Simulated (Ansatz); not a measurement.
# Band-structure calculation, with input and output: HfO2 (part 1 of 4)

HfO2 (slab, 12 atoms in the cell), computed with DFT PBE, spin-orbit coupling, plane waves, PAW (Ansatz 0.2.0).

It belongs to a series of runs on one base structure; here: bands of the relaxed slab with spin-orbit coupling.

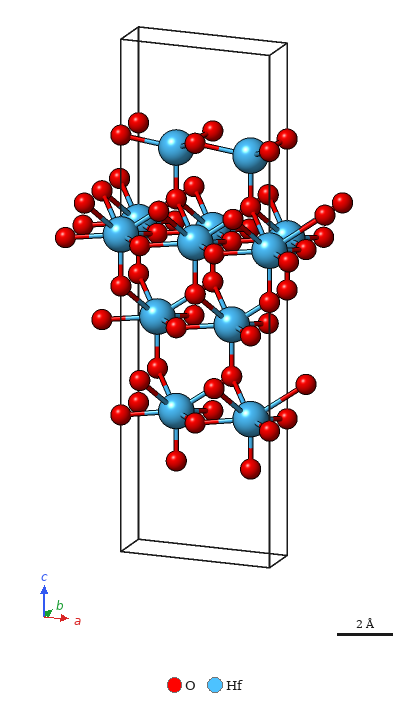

**Figure 1.** The structure (ball-and-stick view of the 2 × 1 repeat of the cell, with the vacuum cut short, seen slightly off an axis; bonded neighbours outside the cell are drawn too).

Input:
```yaml
crystal:
  lattice:
    - [3.6045557009, 0.0, 0.0]
    - [-1.8022778505, 3.1216368064, 0.0]
    - [0.0, 0.0, 26.0366527709]
  atoms:
    - { symbol: O, position: [0.6666666667, 0.3333333333, 0.2697303696] }
    - { symbol: O, position: [0.0, 0.0, 0.3337127214] }
    - { symbol: Hf, position: [0.6666666667, 0.3333333333, 0.34113015] }
    - { symbol: O, position: [0.3333333333, 0.6666666667, 0.3926819099] }
    - { symbol: O, position: [0.6666666667, 0.3333333333, 0.4603371085] }
    - { symbol: Hf, position: [0.3333333333, 0.6666666667, 0.4666024864] }
    - { symbol: O, position: [0.0, 0.0, 0.5180757376] }
    - { symbol: O, position: [0.3333333333, 0.6666666667, 0.5855740333] }
    - { symbol: Hf, position: [0.0, 0.0, 0.591950865] }
    - { symbol: O, position: [0.6666666667, 0.3333333333, 0.6445788901] }
    - { symbol: O, position: [0.0, 0.0, 0.7339661798] }
    - { symbol: Hf, position: [0.6666666667, 0.3333333333, 0.7181780922] }
basis:
  ecutwfc: 420
kpoints:
  mp_grid: { grid: [9, 9, 1] }
  band_path:
    path:
      - [0.5, 0, 0]
      - [0, 0, 0]
      - [0.3333333333333, 0.3333333333333, 0]
      - [0.5, 0, 0]
    npoints: 12
hamiltonian:
  xc: pbe
scf:
  occupations: { method: gaussian, width: 0.05 }
  n_extra_bands: 60
output:
  forces: true
  eigenvalues: true
  populations: true
  fatbands: true
  write_density: true
  write_potential: true
  elf: true
  volumetric_format: npy
magnetization:
  noncollinear: true
  spin_orbit: true
efield:
  axis: 3
  dipole_correction: true
  ramp_width: 0.04
```

Launched with:
```bash
ansatz run input.yaml --threads 2 --pin off --max-ram 5632MiB --backend cpu --events-out ev --progress --plain --runs-dir out
```

The program's output:
```
scf.n_extra_bands = 60 over 152 filled bands (N_el = 152.0): the run solves 212 bands
Engine: ansatz 0.2.0, aarch64-unknown-linux-gnu
Pseudopotentials: kind: paw_fr
Pseudopotential: O, paw_fr, valence charge 6, recommended cutoff 420 eV (normal), O.paw.azcp#standard-fr
Pseudopotential: Hf, paw_fr, valence charge 26, recommended cutoff 420 eV (normal), Hf.paw.azcp#standard-fr
Functional definition: PBE
  parameter kappa = 0.804
  parameter beta = 0.06672455060314922
  exchange = pbe_x(kappa = kappa, mu = beta*pi^2/3)
  correlation = pbe_c(beta = beta)
non-collinear run that drives no moment, with spin-orbit: no starting moment large enough to seed its density (crystal.atoms[].spin), no starting occupations that ask for one, no magnetisation constraint and no magnetic field, so the semilocal B_xc is pinned to zero
Crystal: 12 atoms, lattice volume = 292.967 Å³
Basis set: ecut = 420 eV, 5631 PW (Γ), exchange–correlation on 50×50×360 points (8 copies of the dense FFT grid, shifted against one another)
Bands: 212, of which v1, the nominal top of the filled ones, is band 152 counted from 1 (151 counted from 0)
Symmetry: 6 space group operations + 6 with time reversal
Space group: P3m1 (ITA 156), of the structure as read, at distance tolerance 6.6e-5 Å
k-points: 12 of 81 (time reversal used)
Projection manifold: j_resolved (fully-relativistic pseudo-atomic orbitals)
Non-local potential: O, projectors of the file, l = 0: 2, l = 1: 4, l = 2: 2
Non-local potential: Hf, projectors of the file, l = 0: 3, l = 1: 4, l = 2: 4, l = 3: 6
PAW form: soft (Blöchl's): semilocal exchange-correlation on the pseudo side does not see the compensation charge
PAW one-centre angular grid: O, 110 points (default); XC on 64 Gauss nodes
PAW one-centre angular grid: Hf, 590 points (default); XC on 64 Gauss nodes
Initial density: superposition of atomic densities (neutral atoms: chi_scale 0, normalization atom)
Initial wavefunctions: pseudopotential atomic-orbital guess
Functional: x = pbe(κ = 0.804, μ = 0.2195149727645171), c = pbe(β = 0.06672455060314922)
```
